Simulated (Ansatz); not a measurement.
## Ta15N13: single-point calculation (part 1 of 2)

The run: single-point calculation of Ta15N13 (slab, 28 atoms in the cell). Method and program: DFT PBEsol, scalar-relativistic, plane waves, PAW, no spin polarisation (Ansatz 0.2.0).

The structure derives from an entry of the Crystallography Open Database. It belongs to a series of runs on one base structure; here: (1 1 0) slab cut from the bulk. Figures and captions count atoms from 1; the log counts them from 0 in places.

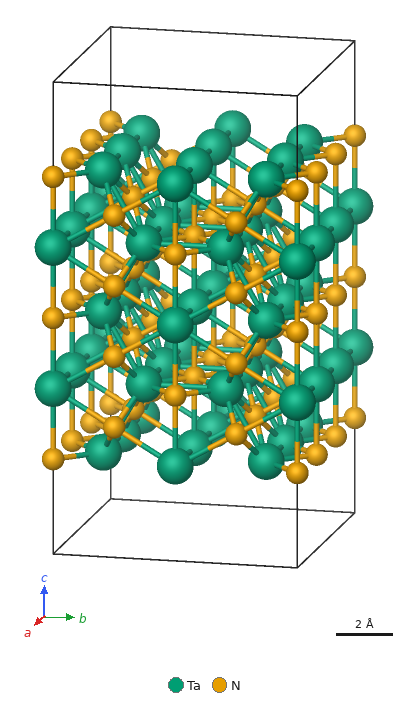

Figure 1. The structure as given in the input (ball-and-stick view of the 3 × 1 repeat of the cell, with the vacuum cut short, seen slightly off an axis). An atom can appear more than once, as a periodic image.

**Input**
```yaml
crystal:
  lattice:
    - [2.9035873959, 0.0, 0.0]
    - [0.0, 9.0154793236, 0.0]
    - [0.0, 0.0, 25.4101788287]
  atoms:
    - { symbol: Ta, position: [0.0, 0.5, 0.2951573088] }
    - { symbol: Ta, position: [0.5, 0.1666666667, 0.2951573088] }
    - { symbol: Ta, position: [0.5, 0.8333333333, 0.2951573088] }
    - { symbol: "N", position: [0.0, 0.0, 0.2951573088] }
    - { symbol: "N", position: [0.0, 0.25, 0.3463679816] }
    - { symbol: "N", position: [0.0, 0.75, 0.3463679816] }
    - { symbol: Ta, position: [0.0, 0.0, 0.3975786544] }
    - { symbol: Ta, position: [0.5, 0.6666666667, 0.3975786544] }
    - { symbol: Ta, position: [0.5, 0.3333333333, 0.3975786544] }
    - { symbol: "N", position: [0.0, 0.5, 0.3975786544] }
    - { symbol: "N", position: [0.0, 0.75, 0.4487893272] }
    - { symbol: "N", position: [0.0, 0.25, 0.4487893272] }
    - { symbol: Ta, position: [0.0, 0.5, 0.5] }
    - { symbol: Ta, position: [0.5, 0.1666666667, 0.5] }
    - { symbol: Ta, position: [0.5, 0.8333333333, 0.5] }
    - { symbol: "N", position: [0.0, 0.0, 0.5] }
    - { symbol: "N", position: [0.0, 0.25, 0.5512106728] }
    - { symbol: "N", position: [0.0, 0.75, 0.5512106728] }
    - { symbol: Ta, position: [0.0, 0.0, 0.6024213456] }
    - { symbol: Ta, position: [0.5, 0.6666666667, 0.6024213456] }
    - { symbol: Ta, position: [0.5, 0.3333333333, 0.6024213456] }
    - { symbol: "N", position: [0.0, 0.5, 0.6024213456] }
    - { symbol: "N", position: [0.0, 0.75, 0.6536320184] }
    - { symbol: "N", position: [0.0, 0.25, 0.6536320184] }
    - { symbol: Ta, position: [0.0, 0.5, 0.7048426912] }
    - { symbol: Ta, position: [0.5, 0.1666666667, 0.7048426912] }
    - { symbol: Ta, position: [0.5, 0.8333333333, 0.7048426912] }
    - { symbol: "N", position: [0.0, 0.0, 0.7048426912] }
basis:
  ecutwfc: 420
kpoints:
  mp_grid: { grid: [12, 4, 1] }
hamiltonian:
  xc: pbesol
scf:
  occupations: { method: gaussian, width: 0.1 }
output:
  forces: true
  stress: true
  eigenvalues: true
  write_density: true
  write_potential: true
  elf: true
  volumetric_format: npy
efield:
  axis: 3
  dipole_correction: true
  ramp_width: 0.04
```

Hardware: 4 threads of Intel Xeon (Granite Rapids), 32 GiB of memory available, shared host.

Command:
```bash
ansatz run input.yaml --threads 4 --pin off --max-ram 10240MiB --backend cpu --events-out ev --progress --plain --runs-dir out
```

**What the program printed**
```
Engine: ansatz 0.2.0, x86_64-unknown-linux-gnu
Pseudopotentials: kind: paw
Pseudopotential: Ta, paw, valence charge 13, recommended cutoff 420 eV (normal), Ta.paw.azcp
Pseudopotential: N, paw, valence charge 5, recommended cutoff 420 eV (normal), N.paw.azcp
Functional definition: PBEsol
  exchange = pbesol_x
  correlation = pbesol_c
Crystal: 28 atoms, lattice volume = 665.168 Å³
Basis set: ecut = 420 eV, 12951 PW (Γ), exchange–correlation on 40×128×360 points (8 copies of the dense FFT grid, shifted against one another)
Bands: 158, of which v1, the nominal top of the filled ones, is band 130 counted from 1 (129 counted from 0)
Symmetry: 4 space group operations
k-points: 21 of 48
Non-local potential: Ta, projectors of the file, l = 0: 3, l = 1: 2, l = 2: 2, l = 3: 1
Non-local potential: N, projectors of the file, l = 0: 2, l = 1: 2, l = 2: 1
PAW form: soft (Blöchl's): semilocal exchange-correlation on the pseudo side does not see the compensation charge
PAW frozen core: Ta, regenerated for the run's functional, and the local potential with it (the file was generated under x = pbe(κ = 0.804, μ = 0.2195149727645171), c = pbe(β = 0.06672455060314922))
PAW frozen core: N, regenerated for the run's functional, and the local potential with it (the file was generated under x = pbe(κ = 0.804, μ = 0.2195149727645171), c = pbe(β = 0.06672455060314922))
PAW one-centre angular grid: Ta, 590 points (default); XC on 64 Gauss nodes
PAW one-centre angular grid: N, 110 points (default); XC on 64 Gauss nodes
Initial density: superposition of atomic densities (neutral atoms: chi_scale 0, normalization atom), corrected by the library's trained network
Initial wavefunctions: pseudopotential atomic-orbital guess
Functional: x = pbesol(κ = 0.804, μ = 0.12345679012345678), c = pbesol(β = 0.046)
SCF iter   1: F=—  HF=-152033.411254 eV  |F-HF|=—  |Δ(HF+E_count)|=         —  Δρ=1.51e-2  dr2=3.05e1  ethr=1.77e-3  p=0.000 e·Å  D=5.00e-14 V/Å  ΔV_dip=-0.00 eV  dr2_dipole=3.77e-7  V_vac-E_F(+/−)=5.40/5.40 eV  ⟨swp⟩=8.6  Hψ=16658  notcnv=0
efield: sawtooth ramp at fractional position 0.9800 (placed from the atoms, in the widest stretch of the axis that holds none; the zero of the levels goes with the place), width 0.0400; the density the first Hamiltonian is built on has a dipole p = 0.000 e·Å; the dipole correction subtracts the counter field D = 5.00e-14 V/Å, which shifts the + side's vacuum level by -0.00 eV against the − side's; the planar-averaged density in the ramp window peaks in size at 3.1e-5 e/Å³
preconditioner: auto → LDOS  [metal: Δε(μ)=0.013 eV  Ē_g=8.515 eV  σ=0.100 eV  W_gap=0.07  n_scr=138 (ndim 8)  ℏωp=17.0 eV  f_vac=0.437  D(μ)=13.59/eV (n_scr^D=66)  β→1.0]
SCF iter   2: F=—  HF=-152032.353210 eV  |F-HF|=—  |Δ(HF+E_count)|=    1.06e0  Δρ=6.82e-3  dr2=7.35e-1  ethr=1.77e-3  p=0.000 e·Å  D=6.39e-5 V/Å  ΔV_dip=-0.00 eV  dr2_dipole=9.17e-5  V_vac-E_F(+/−)=4.59/4.60 eV  ⟨swp⟩=3.4  Hψ=4891  notcnv=0  defer=383
SCF iter   3: F=—  HF=-152032.320289 eV  |F-HF|=—  |Δ(HF+E_count)|=   3.29e-2  Δρ=4.46e-3  dr2=2.00e-1  ethr=2.83e-4  p=0.000 e·Å  D=1.31e-5 V/Å  ΔV_dip=-0.00 eV  dr2_dipole=1.58e-8  V_vac-E_F(+/−)=4.55/4.55 eV  ⟨swp⟩=2.6  Hψ=5584  notcnv=0  defer=383
SCF iter   4: F=—  HF=-152032.283458 eV  |F-HF|=—  |Δ(HF+E_count)|=   3.68e-2  Δρ=1.29e-3  dr2=1.72e-2  ethr=7.69e-5  p=0.000 e·Å  D=1.12e-5 V/Å  ΔV_dip=-0.00 eV  dr2_dipole=1.07e-6  V_vac-E_F(+/−)=4.50/4.50 eV  ⟨swp⟩=2.7  Hψ=5029  notcnv=0  defer=383
SCF iter   5: F=—  HF=-152032.281213 eV  |F-HF|=—  |Δ(HF+E_count)|=   2.25e-3  Δρ=3.19e-4  dr2=1.04e-3  ethr=6.61e-6  p=0.000 e·Å  D=6.14e-6 V/Å  ΔV_dip=-0.00 eV  dr2_dipole=1.36e-7  V_vac-E_F(+/−)=4.48/4.48 eV  ⟨swp⟩=2.7  Hψ=5483  notcnv=0  defer=377
SCF iter   6: F=—  HF=-152032.281222 eV  |F-HF|=—  |Δ(HF+E_count)|=   8.97e-6  Δρ=1.24e-4  dr2=1.18e-4  ethr=3.99e-7  p=0.000 e·Å  D=1.88e-6 V/Å  ΔV_dip=-0.00 eV  dr2_dipole=8.44e-10  V_vac-E_F(+/−)=4.47/4.47 eV  ⟨swp⟩=2.8  Hψ=5103  notcnv=0  defer=377
SCF iter   7: F=—  HF=-152032.281267 eV  |F-HF|=—  |Δ(HF+E_count)|=   4.51e-5  Δρ=5.97e-5  dr2=2.60e-5  ethr=4.54e-8  p=0.000 e·Å  D=3.88e-7 V/Å  ΔV_dip=-0.00 eV  dr2_dipole=8.53e-10  V_vac-E_F(+/−)=4.47/4.47 eV  ⟨swp⟩=2.7  Hψ=5082  notcnv=0  defer=377
SCF iter   8: F=—  HF=-152032.281699 eV  |F-HF|=—  |Δ(HF+E_count)|=   4.32e-4  Δρ=2.28e-5  dr2=2.90e-6  ethr=1.00e-8  p=-0.000 e·Å  D=-1.83e-8 V/Å  ΔV_dip=0.00 eV  dr2_dipole=4.33e-10  V_vac-E_F(+/−)=4.47/4.47 eV  ⟨swp⟩=2.9  Hψ=4903  notcnv=0  defer=377
SCF iter   9: F=—  HF=-152032.281702 eV  |F-HF|=—  |Δ(HF+E_count)|=   2.57e-6  Δρ=8.49e-6  dr2=4.63e-7  ethr=1.12e-9  p=-0.000 e·Å  D=-6.63e-8 V/Å  ΔV_dip=0.00 eV  dr2_dipole=4.57e-12  V_vac-E_F(+/−)=4.47/4.47 eV  ⟨swp⟩=3.0  Hψ=5586  notcnv=0  defer=377
SCF iter  10: F=-152032.281702 eV  HF=-152032.281702 eV  |F-HF|=1.77e-7  |Δ(HF+E_count)|=   3.48e-7  Δρ=3.09e-6  dr2=5.15e-8  ethr=3.85e-11  p=-0.000 e·Å  D=-6.54e-8 V/Å  ΔV_dip=0.00 eV  dr2_dipole=2.08e-13  V_vac-E_F(+/−)=4.47/4.47 eV  ⟨swp⟩=27.6  Hψ=34397  notcnv=0
SCF 1 converged in 10 iterations: F = -152032.281702 eV  dr2 = 5.15e-8
  greatest PAW one-centre occupation: 1.000 electrons in one spin orbital (limit 2), on the Ta atom at site 20 (counted from 0), in its partial waves of l = 0
```

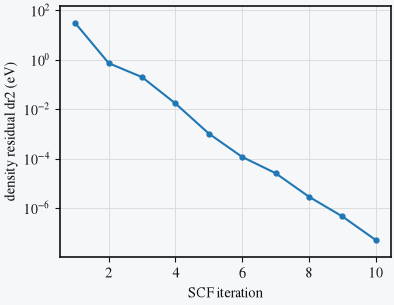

Figure 2. Convergence of the self-consistent field: density residual dr2 against the SCF iteration. The residual falls at every step.

```
WARN: The output density's exchange-correlation potential varies sharply where the density is thin. Do not read a vacuum level from v_tot or v_xc, or from such a field of the output density. On a cell that repeats whose density bears no net charge and no dipole along the vacuum's axis use v_es (v_loc + v_h of the components); under efield.dipole_correction with no amplitude use v_es + v_field, which holds any external_charges[].barrier, or the levels of the report's work_function block, which leave it out; under a non-zero efield.amplitude the vacuum is tilted and has no level; on a cell that repeats and bears such a dipole with no correction it is tilted too, and efield.dipole_correction with no amplitude gives each side of its ramp a level where efield: is served; in a cell that repeats whose density bears a net charge (total_charge, or a fill off its count) it is curved and has none; of a slab under crystal.periodic whose density bears no net charge use v_es, which has a level on each side, short of where the two are joined; of another it falls or rises all the way out and has none; of a slab beside external_charges read slab_vacuum_level instead, which it has where they leave it neutral. The grid or the basis barely resolves most such structure, and the values can differ between equally converged runs; as a rule a tighter scf.convergence.dr2_threshold does not remove it. Where the density itself ripples (under the LDA too) a higher basis.ecutwfc lessens it. The files hold the spikes' plane waves up to the density's cutoff. Files: v_tot_of_output_density and the like, and their columns of v_z.tsv (output.write_potential); v_xc_of_output_density and the like, and their columns of v_comp_z.tsv (output.write_potential_components). Measured: with its Gaussian average of σ = 0.25 Å subtracted twice, the exchange-correlation potential is over 0.1 eV at 1249 of the grid points where the equally averaged density (valence and model cores) is under 1e-3 e/Å³, and 0.554 eV at the most among them, at an averaged density of 1.0e-7 e/Å³. The input density's (outcome.potential() and, of a run that writes arrays, v_tot and v_xc) is over 0.1 eV, so measured, at 640 points of its own thin density, 0.170 eV at the most. See output.write_potential in the manual, Limitations
SCF converged after 10 iterations
Free energy (F): -152032.281702 eV
Harris-Foulkes:  -152032.281702 eV  (|F-HF|=1.77e-7)
Internal energy: -152032.216740 eV  (E = F + TS)
E sigma→0 (E₀):  -152032.249221 eV
Entropy (-TS):   -0.064962 eV (-2.320 meV/atom)
Fermi energy:    7.471823 eV
Dipole field:    D = 0.000000 V/Å  (p = 0.000001 e·Å, saw-weighted, corrected)
Work function:   Φ+ = 4.4658 eV   Φ− = 4.4659 eV
Levels:          The Fermi level and band energies are counted from a zero that moves with the ramp; work functions are not
--- Per-component energies (eV) ---
  E_band       = -4261.525865
  E_kinetic    = 7189.833050
  E_local      = -267319.781697  (includes V_loc(G=0)·N_el)
  E_nonlocal   = 848.851415
  E_hartree    = 130519.143096
  E_xc         = -4025.297240
  E_vxc        = -4041.097164  (∫ρ·V_xc dr)
  E_paw        = -125680.331591  (= ΣΔE_a)
  E_vpaw       = -1977.636438  (= ΣTr[D̂ρ^β])
  E_aug_tail   = 0.003956  (compensation charges beyond the density's cutoff)
  E_efield     = 0.000000  (sawtooth field / dipole correction)
  E_vefield    = 0.000000  (∫n·V_field dr)
  E_ewald      = 106431.792290
  E_core_change = 3.569982  (= ΣΔE_core)
  E_smearing   = -0.064962  (= −TS)
  E_closure    = 0.000000  (closes the sum)
  Σ components = -152032.281702   (vs F -152032.281702, Δ=0.00e0)
--- Forces (eV/Å), atoms counted from 1 ---
  atom   1  Ta    -0.00000000    -0.00000000     1.82340297
  atom   2  Ta    -0.00000000     0.34562969     1.27134087
  atom   3  Ta    -0.00000000    -0.34562969     1.27134087
  atom   4  N      0.00000000     0.00000000    -1.39709101
  atom   5  N      0.00000000    -0.09875324    -1.07443894
  atom   6  N      0.00000000     0.09875324    -1.07443894
  atom   7  Ta     0.00000000     0.00000000    -0.37149165
  atom   8  Ta    -0.00000000     0.12170966    -0.11692090
  atom   9  Ta     0.00000000    -0.12170966    -0.11692090
  atom  10  N      0.00000000    -0.00000000    -0.32769250
  atom  11  N     -0.00000000    -0.01741015     0.00947672
  atom  12  N      0.00000000     0.01741015     0.00947672
  atom  13  Ta     0.00000000    -0.00000000    -0.00000009
  atom  14  Ta     0.00000000    -0.04179122     0.00000004
  atom  15  Ta    -0.00000000     0.04179122     0.00000004
  atom  16  N     -0.00000000     0.00000000     0.00000007
  atom  17  N      0.00000000     0.01741010    -0.00947665
  atom  18  N      0.00000000    -0.01741010    -0.00947665
  atom  19  Ta    -0.00000000     0.00000000     0.37149155
  atom  20  Ta    -0.00000000     0.12170972     0.11692098
  atom  21  Ta     0.00000000    -0.12170972     0.11692098
  atom  22  N     -0.00000000    -0.00000000     0.32769288
  atom  23  N     -0.00000000     0.09875304     1.07443908
  atom  24  N     -0.00000000    -0.09875304     1.07443908
  atom  25  Ta     0.00000000    -0.00000000    -1.82340315
  atom  26  Ta     0.00000000     0.34562971    -1.27134101
  atom  27  Ta     0.00000000    -0.34562971    -1.27134101
  atom  28  N     -0.00000000    -0.00000000     1.39709126
  max |Σ_I F_I| component: 6.95e-7 eV/Å
--- Stress (GPa, compression-positive) ---
       -2.234769       0.000000       0.000000
        0.000000      -4.793456      -0.000000
        0.000000      -0.000000      -2.246398
  P = ⅓ Tr σ = -3.0915 GPa (-30.915 kbar)
--- Band table (eV; the first three rows and the last of 21) ---
```
